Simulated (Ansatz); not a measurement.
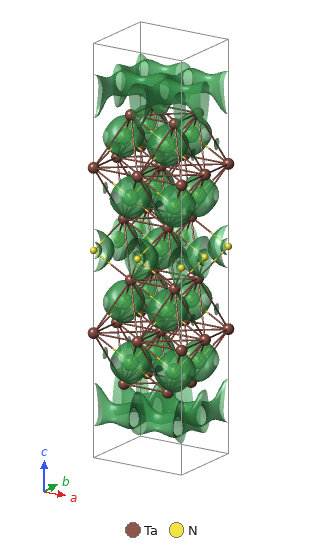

The picture shows: Ta₆N₅ (slab). Isosurface of the ELF at 0.6 (green), seen slightly off an axis. Only the valence region is drawn (cores and ρ < 0.01 e/Å³ removed). Sticks mark near contacts.

Not relaxed (largest force 0.6 eV/Å); computed without spin polarisation.

Level of theory: Ansatz 0.2.0, DFT r2SCAN, scalar-relativistic, plane waves, PAW.

Q: What do the ELF domains correspond to?

A: The surface consists of five regions wrapped around N (the valence shell of each) and sheets that run through the cell in two directions, counted in one cell of 11 atoms. Counts are for one cell; the picture repeats the cell along the surface. Profiles from the grid: Ta–N (2.20 Å): the ELF peaks at about 0.80 in the valence shell of N, 0.7 Å from its nucleus, and is about 0.15 at the midpoint (no localised pair shows between them). Ta–Ta (3.11 Å): the ELF is about 0.20 at the midpoint: no localised pair shows between them.
